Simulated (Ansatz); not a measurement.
Take the following structure.

```yaml
crystal:
  lattice:
    - [3.33829, 0.00000, 0.00000]
    - [0.00000, 3.33829, 0.00000]
    - [0.00000, 0.00000, 5.01308]
  atoms:
    - { symbol: Hf, position: [0.00000, 0.00000, 0.00000] }
    - { symbol: N, position: [0.00000, 0.50000, 0.25000] }
    - { symbol: Hf, position: [0.50000, 0.50000, 0.50000] }
    - { symbol: N, position: [0.50000, 0.00000, 0.75000] }
```

Describe what this structure looks like.

Answer. The solid is HfN. The lattice is body-centred tetragonal and the space group I-4m2 (No. 119). It has 4 atoms to the cell (2 Hf, 2 N). Each Hf atom is coordinated by four N in a tetrahedral arrangement at 2.09 Å. The neighbours of N are four Hf in a tetrahedral arrangement at 2.09 Å. Not all metal-metal contacts are counted. The bonds build a three-dimensional framework.

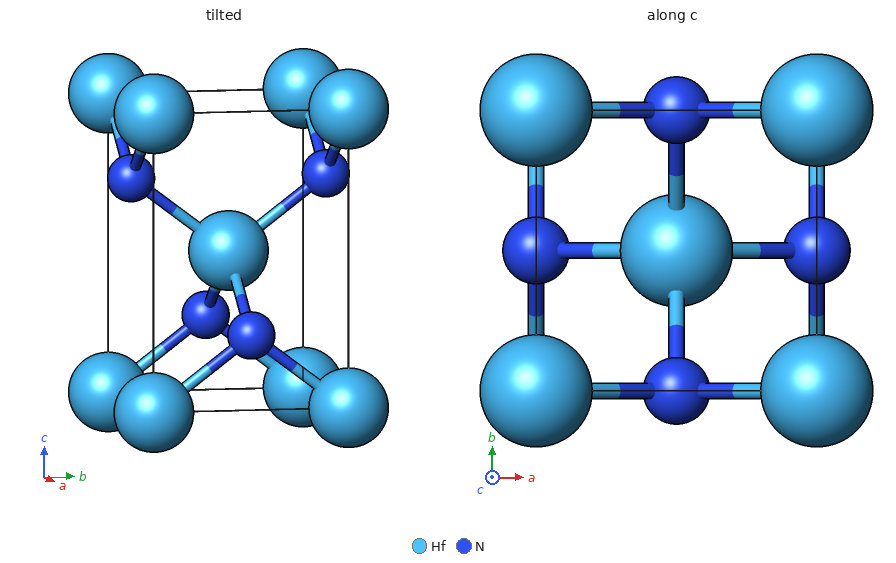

Structure drawing (ball-and-stick), viewed slightly off an axis and along the c axis. The outline marks the conventional unit cell.

Source of the structure: a structure listed in the Materials Project. The cell was then strained or its atoms displaced on purpose. It went into a calculation with Ansatz.

At this level of theory the cell isn't at rest (compressed, at 7 GPa), so its distances can differ from those at equilibrium, the more so the softer the solid.
